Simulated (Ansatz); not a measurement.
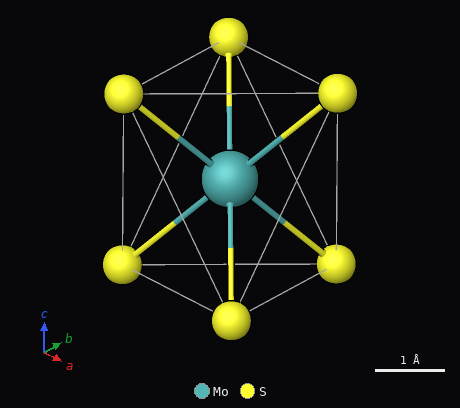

Coordination of Mo in MoS2 (R-3m). The shape measure S (0 to 100) is the computed least-squares distance from an ideal polyhedron; S = 0 means ideal. Source: the geometry relaxed with DFT PBE+D3(BJ), scalar-relativistic, plane waves, PAW (Ansatz 0.2.0).

What geometry does the central atom have?

Answer. MoS6: a clearly distorted octahedron (coordination number 6, S = 1.19; next best trigonal prism, S = 14.6).

Does the central atom sit at the centroid of its ligands?

Answer. Yes, to within 0.01 Å; the site symmetry is -3m.

How long are the bonds?

Answer. 6 × Mo–S 2.42 Å. The next neighbour, not counted, lies at 3.13 Å.
